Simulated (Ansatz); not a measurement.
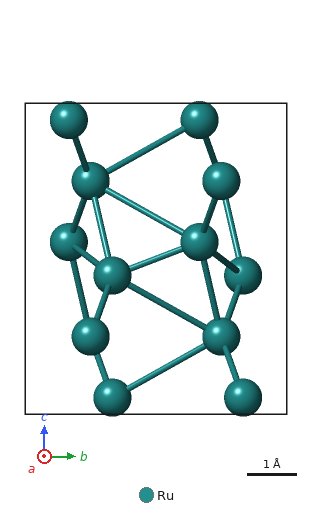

Starting structure of crystalline Ru (built on the random type) (coarse preliminary run). The picture is a ball-and-stick view of the conventional cell (2 times the calculation's cell), seen along the a axis. Lengths and directions refer to the drawn axes.

Case: random cell with space group C222_1 (No. 20).

The calculation used Ansatz 0.2.0, DFT PBE, scalar-relativistic, plane waves, PAW.

Input
```yaml
crystal:
  lattice:
    - [2.4187968437, -2.7010167382, 0.0]
    - [2.4187968437, 2.7010167382, 0.0]
    - [0.0, 0.0, 6.4290407797]
  atoms:
    - { symbol: Ru, position: [0.0, 0.33334, 0.55383] }
    - { symbol: Ru, position: [0.66666, 0.0, 0.94617] }
    - { symbol: Ru, position: [0.0, 0.66666, 0.05383] }
    - { symbol: Ru, position: [0.33334, 0.0, 0.44617] }
    - { symbol: Ru, position: [0.75, 0.25, 0.25] }
    - { symbol: Ru, position: [0.25, 0.75, 0.75] }
basis:
  ecutwfc: 420
kpoints:
  mp_grid: { grid: [6, 6, 4] }
hamiltonian:
  xc: pbe
scf:
  occupations: { method: gaussian, width: 0.1 }
  lower_state_search: "off"
output:
  forces: true
  stress: true
  eigenvalues: true
relax:
  adjacent_minimum: "off"
  f_tol: 0.04
  max_steps: 70
  cell: { stress_tol: 0.4 }
```

### Predict the outcome.

The energy falls by 2734 meV per atom in 15 accepted moves (18 points after the start). The largest force component goes from 9.9 to 0.025 eV/Å. Pressure: 123.17 GPa at the start and −0.04 GPa at the end. The line search rejected the trial step at point 10 of the run. At 2 points the geometry stayed and the basis and grid were re-selected for the new cell (energy shift of 34.8 meV per atom at most each time). The largest moves relative to the cell, 0.80 Å, are those of Ru1, Ru2, Ru3 and Ru4. Ru1 goes roughly along [−3 1 1]. The volume changes by +7.4 %, with a 4.838 → 4.399 Å (−9.1 %), b 5.402 → 5.040 Å (−6.7 %), c 6.429 → 8.140 Å (+26.6 %). Near-neighbour distances that change, for instance: Ru1–Ru6 3.492 → 2.624 Å, Ru1–Ru5 2.161 → 2.713 Å, Ru1–Ru4 1.929 → 2.472 Å, Ru1–Ru6 (another image) 2.096 → 2.624 Å. New bonds form: Ru1–Ru6 (3.49 → 2.62 Å), Ru2–Ru6 (3.49 → 2.62 Å), Ru3–Ru5 (3.49 → 2.62 Å), Ru4–Ru5 (3.49 → 2.62 Å). Among the angles between lasting bonds that change: Ru1–Ru4–Ru6 91.9° → 58.9°, Ru1–Ru4–Ru6 82.5° → 56.7°, Ru3–Ru6–Ru4 155.9° → 180.0°. The space group (tolerance 0.01 Å) goes from C222_1 (No. 20) to Cmcm (No. 63). The run took of the order of 5 core-minutes on a shared host.

Step by step:

```json
{"step": "0", "E − E(0), meV/atom": "0.00", "largest force component, eV/Å": "9.8509", "pressure, GPa": "123.17", "volume, Å³/atom": "14.001", "note": ""}
{"step": "1", "E − E(0), meV/atom": "-1414.67", "largest force component, eV/Å": "2.8807", "pressure, GPa": "45.62", "volume, Å³/atom": "15.653", "note": ""}
{"step": "2", "E − E(0), meV/atom": "-2049.32", "largest force component, eV/Å": "1.7048", "pressure, GPa": "15.93", "volume, Å³/atom": "16.104", "note": ""}
{"step": "3", "E − E(0), meV/atom": "-2272.42", "largest force component, eV/Å": "1.3049", "pressure, GPa": "7.70", "volume, Å³/atom": "16.073", "note": ""}
{"step": "4", "E − E(0), meV/atom": "-2371.99", "largest force component, eV/Å": "0.7618", "pressure, GPa": "5.57", "volume, Å³/atom": "15.496", "note": ""}
{"step": "5", "E − E(0), meV/atom": "-2444.45", "largest force component, eV/Å": "0.9986", "pressure, GPa": "5.84", "volume, Å³/atom": "14.877", "note": ""}
{"step": "6", "E − E(0), meV/atom": "-2508.76", "largest force component, eV/Å": "0.9053", "pressure, GPa": "12.86", "volume, Å³/atom": "13.886", "note": ""}
{"step": "7", "E − E(0), meV/atom": "-2629.52", "largest force component, eV/Å": "0.3834", "pressure, GPa": "-2.98", "volume, Å³/atom": "14.263", "note": ""}
{"step": "8", "E − E(0), meV/atom": "-2638.75", "largest force component, eV/Å": "0.2365", "pressure, GPa": "9.89", "volume, Å³/atom": "13.923", "note": ""}
{"step": "9", "E − E(0), meV/atom": "-2664.50", "largest force component, eV/Å": "1.2102", "pressure, GPa": "0.17", "volume, Å³/atom": "14.858", "note": ""}
{"step": "10", "E − E(0), meV/atom": "-2570.37", "largest force component, eV/Å": "0.5814", "pressure, GPa": "3.87", "volume, Å³/atom": "14.108", "note": "rejected"}
{"step": "11", "E − E(0), meV/atom": "-2681.51", "largest force component, eV/Å": "0.4164", "pressure, GPa": "-3.02", "volume, Å³/atom": "14.804", "note": ""}
{"step": "12", "E − E(0), meV/atom": "-2688.35", "largest force component, eV/Å": "0.0189", "pressure, GPa": "0.15", "volume, Å³/atom": "14.761", "note": ""}
{"step": "13", "E − E(0), meV/atom": "-2689.29", "largest force component, eV/Å": "0.0315", "pressure, GPa": "0.18", "volume, Å³/atom": "14.848", "note": ""}
{"step": "14", "E − E(0), meV/atom": "-2689.33", "largest force component, eV/Å": "0.0095", "pressure, GPa": "0.01", "volume, Å³/atom": "14.880", "note": ""}
{"step": "15", "E − E(0), meV/atom": "-2724.15", "largest force component, eV/Å": "0.0015", "pressure, GPa": "3.56", "volume, Å³/atom": "14.880", "note": "same geometry, new basis"}
{"step": "16", "E − E(0), meV/atom": "-2733.06", "largest force component, eV/Å": "0.0476", "pressure, GPa": "-1.05", "volume, Å³/atom": "15.146", "note": ""}
{"step": "17", "E − E(0), meV/atom": "-2733.48", "largest force component, eV/Å": "0.0252", "pressure, GPa": "-0.02", "volume, Å³/atom": "15.037", "note": ""}
{"step": "18", "E − E(0), meV/atom": "-2733.55", "largest force component, eV/Å": "0.0253", "pressure, GPa": "-0.04", "volume, Å³/atom": "15.037", "note": "same geometry, new basis"}
```

Final geometry:

```xyz
6
Lattice="2.1994 -2.5199 0.0000 2.1994 2.5199 0.0000 0.0000 0.0000 8.1396" Properties=species:S:1:pos:R:3 pbc="T T T"
Ru    2.1993   -1.4868    4.7480
Ru    2.1994   -1.4868    7.4615
Ru    2.1994    1.4868    0.6782
Ru    2.1993    1.4868    3.3917
Ru    2.1994   -1.4871    2.0349
Ru    2.1994    1.4871    6.1047
```

The end point in the same view:

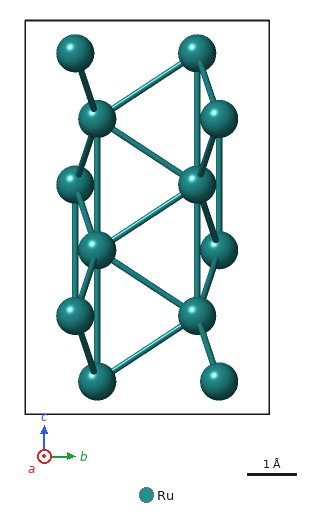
